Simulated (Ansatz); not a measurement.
**Two runs on Ti**

System: Ti (Im-3m, 1 atom in the cell).
Method of run 1: DFT LDA, scalar-relativistic, plane waves, PAW, no spin polarisation (Ansatz 0.2.0).

The structure derives from an entry of the Crystallography Open Database. Text and figures count atoms from 1; the logs count them from 0 in places.

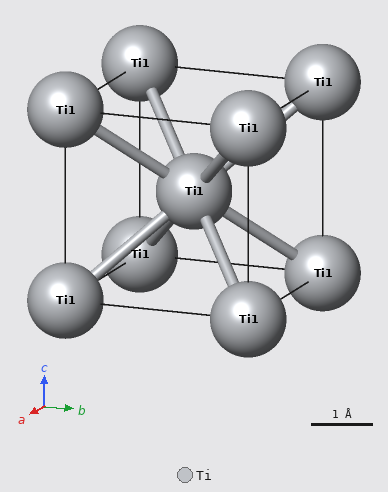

The structure (ball-and-stick view of the cell 2 times as large as that of the calculation, set on its symmetry axes, seen slightly off an axis; atoms are numbered from 1 in the order of the input). Near neighbours in the crystal (not all of them lie inside the picture): Ti has 8 Ti at 2.84 Å.

## The input, run 1
```yaml
crystal:
  lattice:
    - [-1.641, 1.641, 1.641]
    - [1.641, -1.641, 1.641]
    - [1.641, 1.641, -1.641]
  atoms:
    - { symbol: Ti, position: [0.0, 0.0, 0.0] }
basis:
  ecutwfc: 420
kpoints:
  mp_grid: { grid: [20, 20, 20] }
hamiltonian:
  xc: lda
scf:
  occupations: { method: gaussian, width: 0.15 }
output:
  forces: true
  stress: true
  eigenvalues: true
  write_density: true
  write_potential: true
  elf: true
  volumetric_format: npy
```

Launched with:
```bash
ansatz run input.yaml --threads 1 --pin off --max-ram 2560MiB --backend cpu --events-out ev --progress --plain --runs-dir out
```

Hardware: 1 thread of Intel Xeon (Sapphire Rapids), 192 GiB of memory available, shared host.

## Output, shortened to warnings, some set-up lines, iterations and results (run 1)
```
Basis set: ecut = 420 eV, 369 PW (Γ)
Symmetry: 48 space group operations
k-points: 256 of 8000
Initial density: superposition of atomic densities (neutral atoms: chi_scale 0, normalization atom), corrected by the library's trained network
[...]
SCF iter   1: F=—  HF=-2450.157983 eV  |F-HF|=—  |Δ(HF+E_count)|=         —  Δρ=5.55e-3  dr2=3.30e-3  ethr=1.77e-3  ⟨swp⟩=4.6  Hψ=13709  notcnv=0
SCF iter   2: F=—  HF=-2450.157429 eV  |F-HF|=—  |Δ(HF+E_count)|=   5.54e-4  Δρ=2.78e-3  dr2=6.41e-4  ethr=2.75e-5  ⟨swp⟩=1.0  Hψ=4608  notcnv=0
SCF iter   3: F=—  HF=-2450.157451 eV  |F-HF|=—  |Δ(HF+E_count)|=   2.17e-5  Δρ=9.77e-4  dr2=1.75e-4  ethr=5.34e-6  ⟨swp⟩=2.3  Hψ=3918  notcnv=0
SCF iter   4: F=—  HF=-2450.157393 eV  |F-HF|=—  |Δ(HF+E_count)|=   5.82e-5  Δρ=1.03e-4  dr2=5.28e-7  ethr=1.46e-6  ⟨swp⟩=2.8  Hψ=4218  notcnv=0
SCF iter   5: F=—  HF=-2450.157391 eV  |F-HF|=—  |Δ(HF+E_count)|=   2.08e-6  Δρ=1.40e-5  dr2=3.95e-8  ethr=4.40e-9  ⟨swp⟩=2.1  Hψ=4087  notcnv=0
SCF iter   6: F=-2450.157391 eV  HF=-2450.157391 eV  |F-HF|=3.64e-12  |Δ(HF+E_count)|=   1.21e-8  Δρ=2.84e-7  dr2=4.21e-12  ethr=3.29e-10  ⟨swp⟩=4.6  Hψ=11744  notcnv=0
SCF 1 converged in 6 iterations: F = -2450.157391 eV  dr2 = 4.21e-12
SCF converged after 6 iterations
Free energy (F): -2450.157391 eV
Harris-Foulkes:  -2450.157391 eV  (|F-HF|=3.64e-12)
Internal energy: -2450.130492 eV  (E = F + TS)
E sigma→0 (E₀):  -2450.143942 eV
Entropy (-TS):   -0.026898 eV (-26.898 meV/atom)
Fermi energy:    12.542871 eV
--- Per-component energies (eV) ---
  E_band       = -161.062250
  E_kinetic    = 271.892531
  E_local      = -827.162834  (includes V_loc(G=0)·N_el)
  E_nonlocal   = 12.387425
  E_hartree    = 337.348809
  E_xc         = -96.227507
  E_vxc        = -121.073575  (∫ρ·V_xc dr)
  E_paw        = -999.071462  (= ΣΔE_a)
  E_vpaw       = -171.803553  (= ΣTr[D̂ρ^β])
  E_aug_tail   = 0.000102  (compensation charges beyond the density's cutoff)
  E_ewald      = -1149.623506
  E_core_change = 0.325950  (= ΣΔE_core)
  E_smearing   = -0.026898  (= −TS)
  E_closure    = 0.000000  (closes the sum)
  Σ components = -2450.157391   (vs F -2450.157391, Δ=0.00e0)
--- Forces (eV/Å), atoms counted from 1 ---
  atom   1  Ti    -0.00000000    -0.00000000     0.00000000
  max |Σ_I F_I| component: 1.27e-31 eV/Å
--- Stress (GPa, compression-positive) ---
      -10.796200       0.000000       0.000000
        0.000000     -10.796200      -0.000000
       -0.000000      -0.000000     -10.796200
  P = ⅓ Tr σ = -10.7962 GPa (-107.962 kbar)
```

The input of run 2 differs as follows (lines with − go, lines with + come):
```diff
-  mp_grid: { grid: [20, 20, 20] }
+  mp_grid: { grid: [22, 22, 22] }
-  write_density: true
-  write_potential: true
-  elf: true
-  volumetric_format: npy
```

How does run 2 compare with run 1?

The free energy of run 2 is 0.13 meV per atom lower, which measures how much it depends on this numerical setting. The number of SCF iterations is the same. The irreducible k-points go from 256 to 328.

## Output, shortened to warnings, some set-up lines, iterations and results (run 2)
```
Basis set: ecut = 420 eV, 369 PW (Γ)
Symmetry: 48 space group operations
k-points: 328 of 10648
Initial density: superposition of atomic densities (neutral atoms: chi_scale 0, normalization atom), corrected by the library's trained network
[...]
SCF iter   1: F=—  HF=-2450.158112 eV  |F-HF|=—  |Δ(HF+E_count)|=         —  Δρ=5.56e-3  dr2=3.34e-3  ethr=1.77e-3  ⟨swp⟩=4.6  Hψ=17598  notcnv=0
SCF iter   2: F=—  HF=-2450.157558 eV  |F-HF|=—  |Δ(HF+E_count)|=   5.54e-4  Δρ=2.80e-3  dr2=6.46e-4  ethr=2.78e-5  ⟨swp⟩=1.0  Hψ=5904  notcnv=0
SCF iter   3: F=—  HF=-2450.157580 eV  |F-HF|=—  |Δ(HF+E_count)|=   2.24e-5  Δρ=1.00e-3  dr2=1.85e-4  ethr=5.38e-6  ⟨swp⟩=2.3  Hψ=4987  notcnv=0
SCF iter   4: F=—  HF=-2450.157519 eV  |F-HF|=—  |Δ(HF+E_count)|=   6.10e-5  Δρ=1.03e-4  dr2=4.96e-7  ethr=1.54e-6  ⟨swp⟩=2.8  Hψ=5394  notcnv=0
SCF iter   5: F=—  HF=-2450.157519 eV  |F-HF|=—  |Δ(HF+E_count)|=   3.86e-7  Δρ=1.66e-5  dr2=5.61e-8  ethr=4.14e-9  ⟨swp⟩=2.4  Hψ=5300  notcnv=0
SCF iter   6: F=-2450.157519 eV  HF=-2450.157519 eV  |F-HF|=3.18e-12  |Δ(HF+E_count)|=   1.72e-8  Δρ=3.01e-7  dr2=4.74e-12  ethr=4.67e-10  ⟨swp⟩=2.1  Hψ=10657  notcnv=0
SCF 1 converged in 6 iterations: F = -2450.157519 eV  dr2 = 4.74e-12
SCF converged after 6 iterations
Free energy (F): -2450.157519 eV
Harris-Foulkes:  -2450.157519 eV  (|F-HF|=3.18e-12)
Internal energy: -2450.131007 eV  (E = F + TS)
E sigma→0 (E₀):  -2450.144263 eV
Entropy (-TS):   -0.026512 eV (-26.512 meV/atom)
Fermi energy:    12.543076 eV
--- Per-component energies (eV) ---
  E_band       = -161.059621
  E_kinetic    = 271.893400
  E_local      = -827.168232  (includes V_loc(G=0)·N_el)
  E_nonlocal   = 12.388415
  E_hartree    = 337.352602
  E_xc         = -96.227642
  E_vxc        = -121.073756  (∫ρ·V_xc dr)
  E_paw        = -999.072096  (= ΣΔE_a)
  E_vpaw       = -171.804800  (= ΣTr[D̂ρ^β])
  E_aug_tail   = 0.000102  (compensation charges beyond the density's cutoff)
  E_ewald      = -1149.623506
  E_core_change = 0.325950  (= ΣΔE_core)
  E_smearing   = -0.026512  (= −TS)
  E_closure    = -0.000000  (closes the sum)
  Σ components = -2450.157519   (vs F -2450.157519, Δ=0.00e0)
--- Forces (eV/Å), atoms counted from 1 ---
  atom   1  Ti     0.00000000    -0.00000000     0.00000000
  max |Σ_I F_I| component: 5.85e-32 eV/Å
--- Stress (GPa, compression-positive) ---
      -10.806391       0.000000      -0.000000
       -0.000000     -10.806391      -0.000000
       -0.000000       0.000000     -10.806391
  P = ⅓ Tr σ = -10.8064 GPa (-108.064 kbar)
```

## The two runs side by side

| quantity | run 1 | run 2 |
| --- | --- | --- |
| outcome | converged | converged |
| free energy per atom (eV) | −2450.1574 | −2450.1575 |
| energy per atom, smearing taken to zero (eV) | −2450.1439 | −2450.1443 |
| gap on the mesh (eV) | 0.00 | 0.00 |
| pressure (GPa) | −10.80 | −10.81 |
| largest force (eV/Å) | 0.000 | 0.000 |
| SCF iterations | 6 | 6 |
| irreducible k-points | 256 | 328 |
| plane waves at Γ | 369 | 369 |
| wall time (shared host) | 4 s | 3 s |

For both runs: The cell is under a tension of 10.8 GPa at this level, so it is not at its equilibrium volume.
